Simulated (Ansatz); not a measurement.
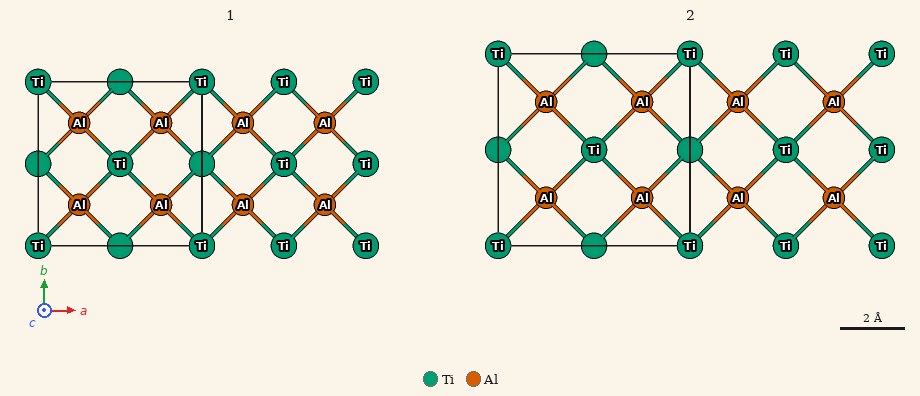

Two geometries of solid TiAl (built on the zinc blende_216 type) (coarse preliminary run), drawn at one scale. One is the start of a relaxation, the other its converged end. Style: ball-and-stick. Shown: the conventional cell (4 times the calculation's cell), repeated 2 × 1 × 1 with one cell outlined, along the c axis. Lengths and directions refer to the drawn axes.

Level of theory: Ansatz 0.2.0, DFT PBE, scalar-relativistic, plane waves, PAW. (plane-wave cutoff 420 eV; k-point mesh 6 × 6 × 6; occupations gaussian; smearing width 0.1 eV; no spin polarisation; cell and atoms relaxed; force threshold 0.04 eV/Å; at most 70 steps)

Question: Which of the two is the end point?

Answer: Structure 2 is the relaxed one. Case: zinc blende type (F-43m, No. 216). After 6 accepted moves (8 points after the start) the energy has fallen by 1.800 eV per cell of the calculation. All forces vanish by symmetry, so only the cell relaxes. The pressure goes from 39.69 to 0.04 GPa. The SCF was repeated twice at an unchanged geometry on a basis and grid sized afresh for the cell, which shifted the energy by 71.8 meV per cell of the calculation at most. The atoms keep their places relative to the cell (all moves are under 0.005 Å). Cell: a = b = c 5.142 → 6.021 Å (+17.1 %). Volume +60.6 %. Among the contacts that change: Al–Ti 2.227 → 2.607 Å. The space group stays F-43m (No. 216). Cost: 8.2 s on 1 thread of Intel(R) Xeon(R) 6975P-C (Granite Rapids) (shared host), peak memory 0.36 GiB.
